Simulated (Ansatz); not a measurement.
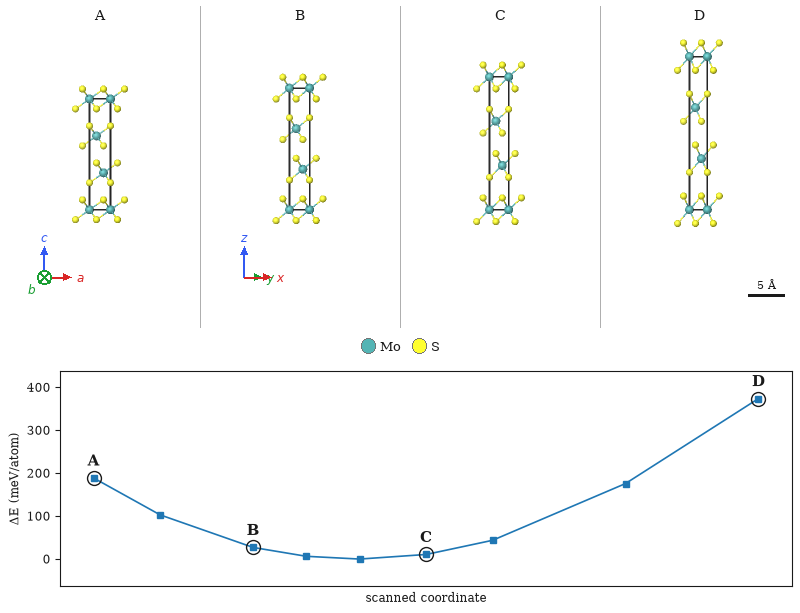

Frames of a one-coordinate scan of crystalline MoS2 (R-3m). x, y and z are the Cartesian axes of the input. Style: ball-and-stick. Shown: the conventional cell (3 times the calculation's cell), along the b axis. Lengths and directions refer to the drawn axes.

Computed with Ansatz 0.2.0, DFT PBE+D3(BJ), scalar-relativistic, plane waves, PAW. Settings: plane-wave cutoff 420 eV; k-point mesh 18 × 18 × 18; occupations gaussian; smearing width 0.15 eV; no spin polarisation. Energies (free energies at the smearing named) are counted from the relaxed crystal.

Q: Which coordinate changes from frame to frame?

A: The ratio of the cell's length along z to its lengths across, counted as 1 for the reference, is changed at fixed volume (a c/a path), with the atoms kept at their fractional coordinates. In the frames the relative ratio is 0.80 (A), 0.92 (B), 1.05 (C), 1.30 (D). Of the computed points the lowest is at the relative ratio 1.00, 0 meV/atom. The end points stand at 189 meV/atom (0.80) and 374 meV/atom (1.30). The distortion keeps the space group R-3m. At the relative ratio 1.30 the cell of the drawing goes a 3.133 → 2.871 Å, b 3.133 → 2.871 Å, c 17.877 → 21.294 Å.
